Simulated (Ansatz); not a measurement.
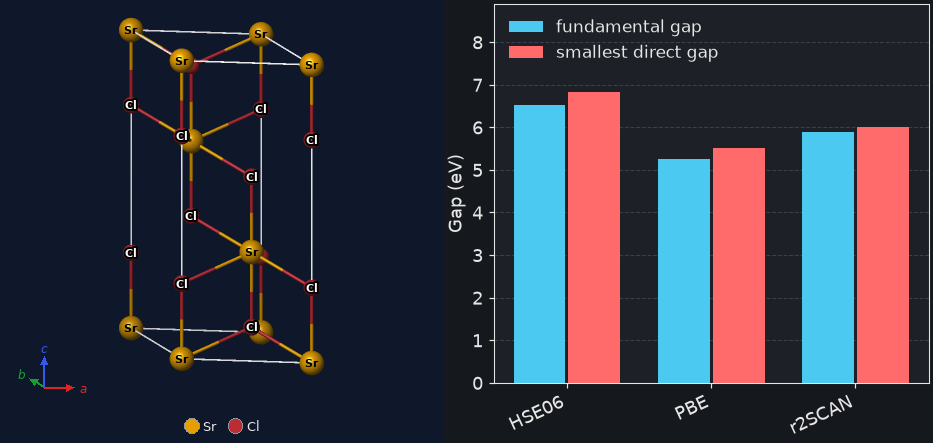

Gaps of SrCl₂, space group R-3m (No. 166), 3 atoms in the cell, fluorite type, epitaxial (111) strain +1.8%, at several levels of theory on one cell (Ansatz, plane waves and PAW; edges over the mesh and the special points).

> How does the gap depend on the level, and does its kind change?

In rising order: PBE 5.26 eV, r2SCAN 5.89 eV and HSE06 6.53 eV. It is indirect at every level.
